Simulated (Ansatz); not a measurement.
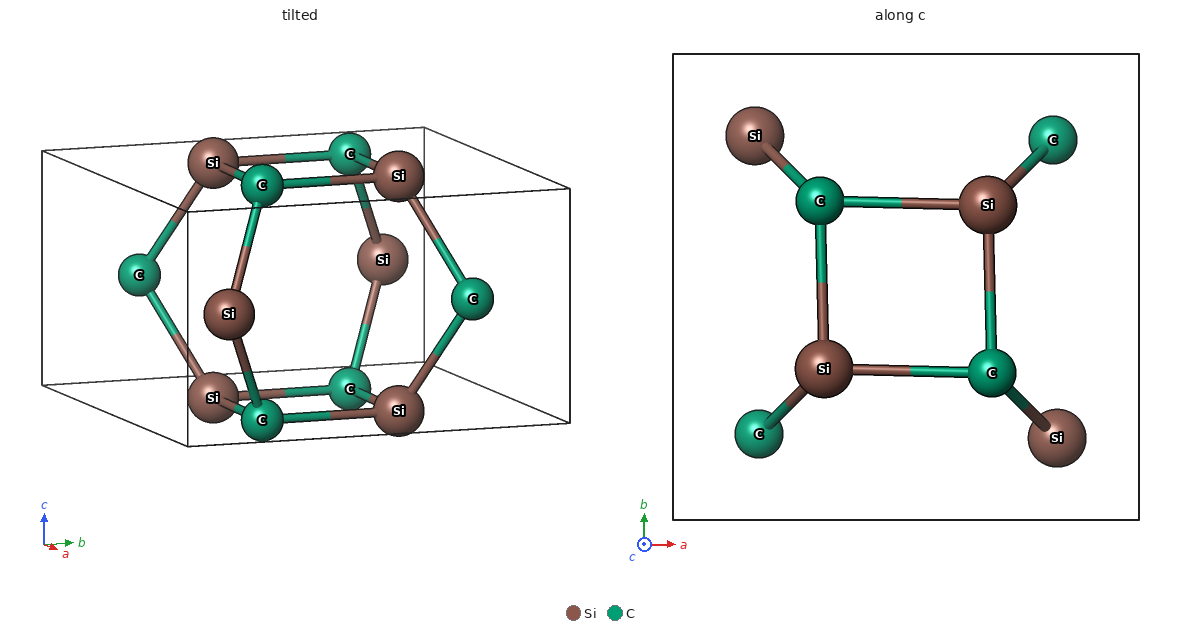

An orthographic ball-and-stick view of the structure, slightly off an axis and along the c axis. Atoms at the boundary of the conventional unit cell (the box) are drawn once for each face, edge or corner they touch.

SiC, space group P4_2/mnm (No. 136), a = 5.32 Å, b = 5.32 Å, c = 3.09 Å, α = 90.00°, β = 90.00°, γ = 90.00°.

Calculation details: Ansatz 0.2.0, DFT PBE, scalar-relativistic, plane waves, PAW; plane waves up to 420 eV, k-point mesh 6×6×10, no spin polarisation.

What does the calculation say: metal or gapped?

Answer. A semiconductor at this level, with a gap of 2.21 eV on the k-mesh (the true edges may lie between mesh points, so the gap can be somewhat smaller).

It goes back to a structure type filled with these elements by a generator (whether the compound takes this form wasn't checked). The atoms were relaxed in a fixed cell with DFT PBE, scalar-relativistic, plane waves, PAW in Ansatz.
